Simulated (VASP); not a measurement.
## Run report: SrO, band-structure calculation

SrO (2 atoms in the cell), computed with DFT, r2SCAN, plane waves, PAW (VASP 6.6.1).

The structure was built on a prototype by a generator. The geometry comes from this level: r2SCAN (a point of a series of strains). It belongs to a series of runs on one base structure; here: shear_xy strain +2.1%.

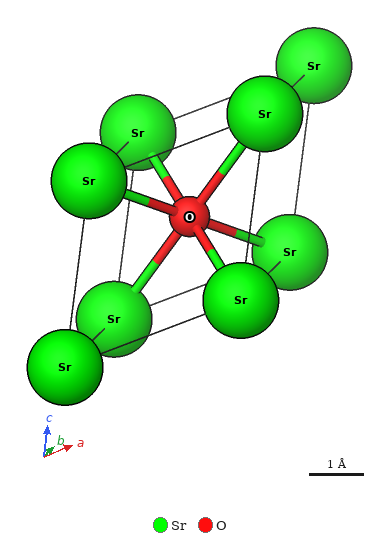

The structure (ball-and-stick view of the reduced cell, seen slightly off an axis). Near neighbours in the crystal (not all of them lie inside the picture): Sr has 6 O at 2.58 Å; O has 6 Sr at 2.58 Å.

### INCAR
```
ENCUT = 520.000000
SIGMA = 0.010000
EDIFF = 1.00e-07
ALGO = Normal
METAGGA = R2SCAN
PREC = Accurate
IBRION = -1
ISIF = 2
ISMEAR = 0
NBANDS = 15
NELM = 120
NSW = 0
LASPH = .TRUE.
LCHARG = .FALSE.
LWAVE = .FALSE.
LREAL = .FALSE.
```

### KPOINTS
```
KPOINTS created by Atomic Simulation Environment
0
Gamma
8 8 8
0 0 0
```

### KPOINTS_OPT
```
special points
6
Reciprocal
0.0000000000 0.0000000000 0.0000000000 1
0.5000000000 0.0000000000 0.5000000000 1
0.6250000000 0.2500000000 0.6250000000 1
0.3750000000 0.3750000000 0.7500000000 1
0.5000000000 0.5000000000 0.5000000000 1
0.5000000000 0.2500000000 0.7500000000 1
```

### POSCAR
```
Sr O
 1.0000000000000000
     0.0265728912250000    2.5798923523249999    2.5798923523252575
     2.5798923523249999    0.0265728912250000    2.5798923523252575
     2.6064652436000002    2.6064652436000002    0.0000000000505150
 Sr  O
   1   1
Cartesian
  0.0000000000000000  0.0000000000000000  0.0000000000000000
  2.6064652435750006  2.6064652435750006  2.5798923523505155
```

Command:
```bash
mpirun -np 1 vasp_std
```

### OSZICAR
```
N       E                     dE             d eps       ncg     rms          rms(c)
DAV:   1     0.493313100686E+02    0.49331E+02   -0.85844E+03  2850   0.107E+03
DAV:   2    -0.313928867128E+02   -0.80724E+02   -0.73827E+02  4027   0.225E+02
DAV:   3    -0.346578166535E+02   -0.32649E+01   -0.32448E+01  3782   0.408E+01
DAV:   4    -0.347157269746E+02   -0.57910E-01   -0.57895E-01  3367   0.543E+00
DAV:   5    -0.347170796060E+02   -0.13526E-02   -0.13526E-02  3657   0.652E-01    0.157E+01
DAV:   6    -0.269114602162E+02    0.78056E+01   -0.45294E+00  4012   0.169E+01    0.148E+01
DAV:   7    -0.270370481710E+02   -0.12559E+00   -0.18030E-01  2878   0.382E+00    0.843E+00
DAV:   8    -0.270561692757E+02   -0.19121E-01   -0.90026E-02  2913   0.315E+00    0.803E-01
DAV:   9    -0.270529951928E+02    0.31741E-02   -0.17178E-02  3641   0.124E+00    0.244E-01
DAV:  10    -0.270529998611E+02   -0.46682E-05   -0.16990E-03  3060   0.414E-01    0.125E-01
DAV:  11    -0.270531843225E+02   -0.18446E-03   -0.33050E-04  2892   0.177E-01    0.708E-02
DAV:  12    -0.270531847130E+02   -0.39046E-06   -0.27994E-05  3683   0.432E-02    0.193E-02
DAV:  13    -0.270531820266E+02    0.26863E-05   -0.75412E-06  3571   0.267E-02    0.121E-02
DAV:  14    -0.270531816912E+02    0.33544E-06   -0.73195E-07  3417   0.769E-03    0.348E-03
DAV:  15    -0.270531815078E+02    0.18343E-06   -0.57579E-08  1700   0.218E-03    0.237E-03
DAV:  16    -0.270531814652E+02    0.42545E-07   -0.25949E-08  1565   0.143E-03
   1 F= -.27053181E+02 E0= -.27053181E+02  d E =-.257742E-70
       N       E                     dE             ncg
DAV:   1     0.196550899748E+04   -0.35807E+04      180
DAV:   2     0.149339670475E+04   -0.47211E+03      229
DAV:   3     0.147655105771E+04   -0.16846E+02      244
DAV:   4     0.147606249183E+04   -0.48857E+00      232
DAV:   5     0.147605405507E+04   -0.84368E-02      215
DAV:   6     0.147605372756E+04   -0.32751E-03      230
DAV:   7     0.147605371563E+04   -0.11933E-04      208
DAV:   8     0.147605371521E+04   -0.41662E-06      162
DAV:   9     0.147605371520E+04   -0.13555E-07      182
```

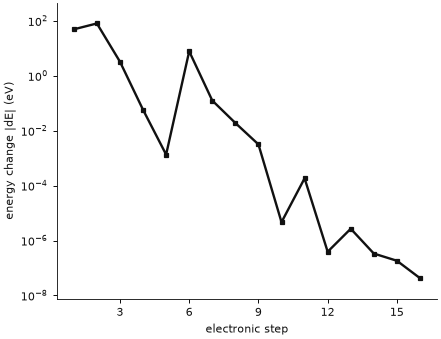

Convergence of the self-consistent field: energy change |dE| against the electronic step. It takes 16 electronic steps. The density is held fixed in the first few steps, and dE rises again when its update begins.

### Parts of OUTCAR
```
k-points           NKPTS =     95   k-points in BZ     NKDIM =     95   number of bands    NBANDS=     15

   NELECT =      16.0000    total number of electrons

   dimension x,y,z NGX =    28 NGY =   28 NGZ =   28
   dimension x,y,z NGXF=    56 NGYF=   56 NGZF=   56

  energy-cutoff  :      520.00
  volume of cell :       34.34
      direct lattice vectors                 reciprocal lattice vectors
     0.026572891  2.579892352  2.579892352    -0.195823518  0.195823518  0.193806536
     2.579892352  0.026572891  2.579892352     0.195823518 -0.195823518  0.193806536
     2.606465244  2.606465244  0.000000000     0.191830680  0.191830680 -0.193806536

 k-points in reciprocal lattice and weights: KPOINTS created by Atomic Simulation Env
   0.00000000  0.00000000  0.00000000       0.002
   0.12500000 -0.00000000  0.00000000       0.008
   0.25000000 -0.00000000  0.00000000       0.008
   0.37500000 -0.00000000  0.00000000       0.008
   0.50000000 -0.00000000  0.00000000       0.004
   0.12500000  0.12500000  0.00000000       0.004
   0.25000000  0.12500000  0.00000000       0.008
   0.37500000  0.12500000  0.00000000       0.008
   0.50000000  0.12500000  0.00000000       0.008
  -0.37500000  0.12500000 -0.00000000       0.008
  -0.25000000  0.12500000 -0.00000000       0.008
  -0.12500000  0.12500000  0.00000000       0.004
   0.25000000  0.25000000  0.00000000       0.004
   0.37500000  0.25000000  0.00000000       0.008
   0.50000000  0.25000000  0.00000000       0.008
  -0.37500000  0.25000000  0.00000000       0.008
  -0.25000000  0.25000000  0.00000000       0.004
   0.37500000  0.37500000  0.00000000       0.004
   0.50000000  0.37500000  0.00000000       0.008
  -0.37500000  0.37500000  0.00000000       0.004
   0.50000000  0.50000000  0.00000000       0.002
   0.00000000  0.00000000  0.12500000       0.008
   0.12500000  0.00000000  0.12500000       0.008
   0.25000000  0.00000000  0.12500000       0.016
   0.37500000  0.00000000  0.12500000       0.016
   0.50000000  0.00000000  0.12500000       0.016
  -0.37500000  0.00000000  0.12500000       0.016
  -0.25000000  0.00000000  0.12500000       0.016
  -0.12500000  0.00000000  0.12500000       0.016
   0.25000000  0.25000000  0.12500000       0.008
   0.37500000  0.25000000  0.12500000       0.016
   0.50000000  0.25000000  0.12500000       0.016
  -0.37500000  0.25000000  0.12500000       0.016
  -0.25000000  0.25000000  0.12500000       0.016
  -0.12500000  0.25000000  0.12500000       0.008
   0.37500000  0.37500000  0.12500000       0.008
   0.50000000  0.37500000  0.12500000       0.016
  -0.37500000  0.37500000  0.12500000       0.016
  -0.25000000  0.37500000  0.12500000       0.008
   0.50000000  0.50000000  0.12500000       0.008
  -0.37500000  0.50000000  0.12500000       0.008
   0.00000000  0.00000000  0.25000000       0.008
   0.12500000  0.00000000  0.25000000       0.016
   0.25000000  0.00000000  0.25000000       0.008
   0.37500000  0.00000000  0.25000000       0.016
   0.50000000  0.00000000  0.25000000       0.016
  -0.37500000  0.00000000  0.25000000       0.016
  -0.25000000  0.00000000  0.25000000       0.016
  -0.12500000  0.00000000  0.25000000       0.016
   0.12500000  0.12500000  0.25000000       0.004
   0.37500000  0.12500000  0.25000000       0.016
   0.50000000  0.12500000  0.25000000       0.016
  -0.37500000  0.12500000  0.25000000       0.008
   0.37500000  0.37500000  0.25000000       0.008
   0.50000000  0.37500000  0.25000000       0.016
  -0.37500000  0.37500000  0.25000000       0.016
  -0.25000000  0.37500000  0.25000000       0.016
  -0.12500000  0.37500000  0.25000000       0.008
   0.50000000  0.50000000  0.25000000       0.008
  -0.37500000  0.50000000  0.25000000       0.016
  -0.25000000  0.50000000  0.25000000       0.008
  -0.37500000 -0.37500000  0.25000000       0.004
   0.00000000  0.00000000  0.37500000       0.008
   0.12500000  0.00000000  0.37500000       0.016
   0.25000000 -0.00000000  0.37500000       0.016
   0.37500000 -0.00000000  0.37500000       0.008
   0.50000000 -0.00000000  0.37500000       0.016
  -0.37500000  0.00000000  0.37500000       0.016
  -0.25000000  0.00000000  0.37500000       0.016
  -0.12500000 -0.00000000  0.37500000       0.016
   0.12500000  0.12500000  0.37500000       0.008
   0.25000000  0.12500000  0.37500000       0.008
   0.50000000  0.12500000  0.37500000       0.016
  -0.37500000  0.12500000  0.37500000       0.016
  -0.25000000  0.12500000  0.37500000       0.016
  -0.12500000  0.12500000  0.37500000       0.016
   0.50000000  0.50000000  0.37500000       0.008
  -0.37500000  0.50000000  0.37500000       0.016
  -0.25000000  0.50000000  0.37500000       0.016
  -0.12500000  0.50000000  0.37500000       0.008
  -0.37500000 -0.37500000  0.37500000       0.008
  -0.25000000 -0.37500000  0.37500000       0.008
   0.00000000  0.00000000  0.50000000       0.004
   0.12500000  0.00000000  0.50000000       0.016
   0.25000000  0.00000000  0.50000000       0.016
   0.37500000  0.00000000  0.50000000       0.016
   0.50000000  0.00000000  0.50000000       0.004
   0.12500000  0.12500000  0.50000000       0.008
   0.25000000  0.12500000  0.50000000       0.016
   0.37500000  0.12500000  0.50000000       0.008
  -0.37500000  0.12500000  0.50000000       0.008
  -0.25000000  0.12500000  0.50000000       0.016
  -0.12500000  0.12500000  0.50000000       0.008
   0.25000000  0.25000000  0.50000000       0.004
  -0.25000000  0.25000000  0.50000000       0.004

 E-fermi :   1.4421

 k-point     1 :       0.0000    0.0000    0.0000
  band No.  band energies     occupation
      1     -32.2167      2.00000
      2     -14.7199      2.00000
      3     -13.2531      2.00000
      4     -13.2503      2.00000
      5     -13.2462      2.00000
      6       1.2744      2.00000
      7       1.2951      2.00000
      8       1.3192      2.00000
      9       5.8747      0.00000
     10       7.9211      0.00000
     11       8.0463      0.00000
     12       8.1776      0.00000
     13      10.3495      0.00000
     14      10.3504      0.00000
     15      14.5433      0.00000

 k-point     2 :       0.1250   -0.0000    0.0000
  band No.  band energies     occupation
      1     -32.1968      2.00000
      2     -15.0050      2.00000
      3     -13.2639      2.00000
      4     -13.2622      2.00000
      5     -13.0127      2.00000
      6       0.8856      2.00000
      7       1.0769      2.00000
      8       1.1127      2.00000
      9       6.5629      0.00000
     10       7.9387      0.00000
     11       8.2360      0.00000
     12       8.4130      0.00000
     13      10.7557      0.00000
     14      10.7558      0.00000
     15      15.5959      0.00000

 k-point     3 :       0.2500   -0.0000    0.0000
  band No.  band energies     occupation
      1     -32.1483      2.00000
      2     -15.5105      2.00000
      3     -13.2938      2.00000
      4     -13.2895      2.00000
      5     -12.6294      2.00000
      6       0.0834      2.00000
      7       0.6475      2.00000
      8       0.6975      2.00000
      9       7.8354      0.00000
     10       8.0999      0.00000
     11       9.0930      0.00000
     12       9.2834      0.00000
     13      11.7713      0.00000
     14      11.7737      0.00000
     15      17.6640      0.00000

 k-point     4 :       0.3750   -0.0000    0.0000
  band No.  band energies     occupation
      1     -32.0991      2.00000
      2     -15.9069      2.00000
      3     -13.3250      2.00000
      4     -13.3146      2.00000
      5     -12.3557      2.00000
      6      -0.5627      2.00000
      7       0.2686      2.00000
      8       0.3309      2.00000
      9       8.1370      0.00000
     10       9.6316      0.00000
     11      10.1475      0.00000
     12      10.3529      0.00000
     13      13.0271      0.00000
     14      13.0437      0.00000
     15      17.6263      0.00000

 k-point     5 :       0.5000   -0.0000    0.0000
  band No.  band energies     occupation
      1     -32.0785      2.00000
      2     -16.0536      2.00000
      3     -13.3377      2.00000
      4     -13.3249      2.00000
      5     -12.2599      2.00000
      6      -0.8034      2.00000
      7       0.1232      2.00000
      8       0.1903      2.00000
      9       8.3798      0.00000
     10      10.3058      0.00000
     11      10.6657      0.00000
     12      10.8712      0.00000
     13      13.8696      0.00000
     14      13.8965      0.00000
     15      17.0328      0.00000

 [... the levels of 89 k-points are left out ...]

 k-point    95 :      -0.2500    0.2500    0.5000
  band No.  band energies     occupation
      1     -32.0431      2.00000
      2     -15.2811      2.00000
      3     -13.9274      2.00000
      4     -13.8477      2.00000
      5     -12.7874      2.00000
      6       0.1984      2.00000
      7       0.8349      2.00000
      8       0.8776      2.00000
      9       7.7781      0.00000
     10       7.8636      0.00000
     11      10.5304      0.00000
     12      12.9112      0.00000
     13      13.3318      0.00000
     14      15.0704      0.00000
     15      16.5974      0.00000

  Total        0.1142226      0.1142226      0.1079925     -0.2446924     -0.0000000     -0.0000000
  in kB        5.3293460      5.3293460      5.0386637    -11.4167484     -0.0000000     -0.0000000
  external PRESSURE =       5.2324519 kB  Pullay stress =       0.0000000 kB

 POSITION                                       TOTAL-FORCE (eV/Angst)
 -----------------------------------------------------------------------------------
      0.00000      0.00000      0.00000        -0.000000     -0.000000      0.000000
      2.60647      2.60647      2.57989         0.000000      0.000000     -0.000000
 -----------------------------------------------------------------------------------
    total drift:                                0.000000      0.000000      0.000000

  FREE ENERGIE OF THE ION-ELECTRON SYSTEM (eV)
  ---------------------------------------------------
  free  energy   TOTEN  =       -27.0531814652 eV

  energy  without entropy=      -27.0531814652  energy(sigma->0) =      -27.05318147
```

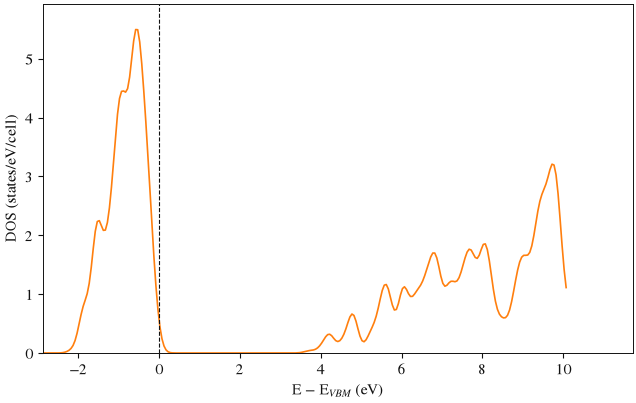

Density of states (the curve is built from the levels of the k mesh with Gaussians 0.3 eV wide, which also blur the band edges), with energies from the valence-band top. There is a gap of 3.72 eV on the k-point mesh. Small ripples come from the finite k-point mesh.

### Key numbers

```csv
quantity,value
outcome,converged
space group (tolerance 0.01 Å),Immm (71)
electrons treated,16
free energy,−27.0532 eV
Fermi energy,1.442 eV
band gap,3.72 eV
pressure,0.52 GPa
largest force (length of the vector),under 0.001 eV/Å
hardware,"1 CPU thread, shared host"
wall time,1.8 min
peak memory,0.23 GiB
```
